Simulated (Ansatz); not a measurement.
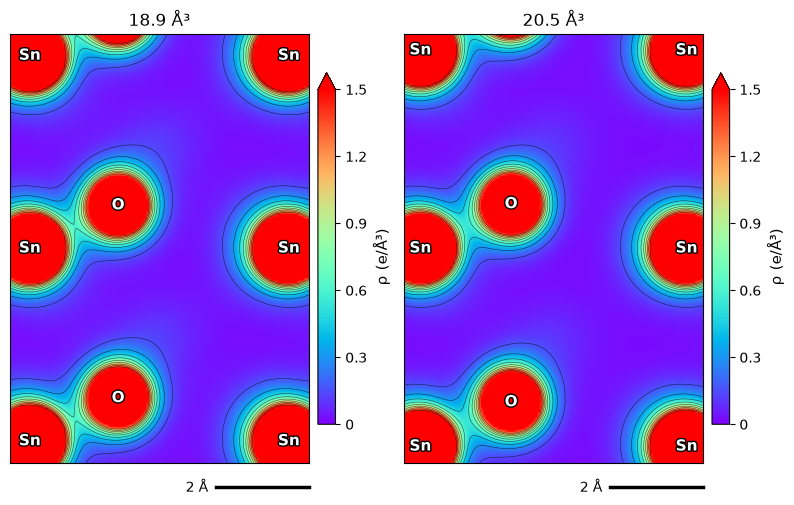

SnO. The valence electron density of cells scaled evenly to different volumes (given per atom above each panel), on the (100) plane of each (indices in the axes of the cell below), at one length scale and on one colour scale.

A structure from a database of computed crystals, not necessarily the ambient phase.

All numbers below come from Ansatz 0.2.0, Kohn-Sham DFT of a periodic cell, PBEsol, Ansatz PAW.

In a PAW calculation such maps are meaningful between the atoms, not at the nuclei.

The largest cell:

```yaml
crystal:
  lattice:
    - [3.37722, 0.00000, 0.00000]
    - [0.00000, 5.71168, 0.00000]
    - [0.00000, 0.00000, 4.24993]
  atoms:
    - { symbol: Sn, position: [0.50000, 0.76809, 0.01314] }
    - { symbol: Sn, position: [0.00000, 0.23191, 0.51314] }
    - { symbol: O, position: [0.50000, 0.10875, 0.23686] }
    - { symbol: O, position: [0.00000, 0.89125, 0.73686] }
```

| volume (Å³/atom) | Sn–O contact in the plane (Å) | ρ at its midpoint (e/Å³) | pressure (GPa) | gap on the mesh (eV) | 
| --- | --- | --- | --- | --- |
| 18.89 | 2.107 | 0.603 | 1.9 | 1.35 | 
| 19.69 | 2.137 | ? | ? | ? | 
| 20.49 | 2.166 | 0.538 | −4.4 | 1.46 | 

**What values belong in the row with question marks?**

Over the known rows ln ρ falls by 1.93 per Å of Sn–O distance (the line through the two), which gives 0.569 e/Å³ at 2.137 Å; the calculation gives 0.569 e/Å³. For the pressure, a straight line in volume between the neighbouring rows gives −1.3 GPa; the calculation gives −1.6, lower because pressure rises ever faster on compression. For the gap on the mesh, a straight line in volume between the neighbouring rows gives 1.41 eV; the calculation gives 1.41.
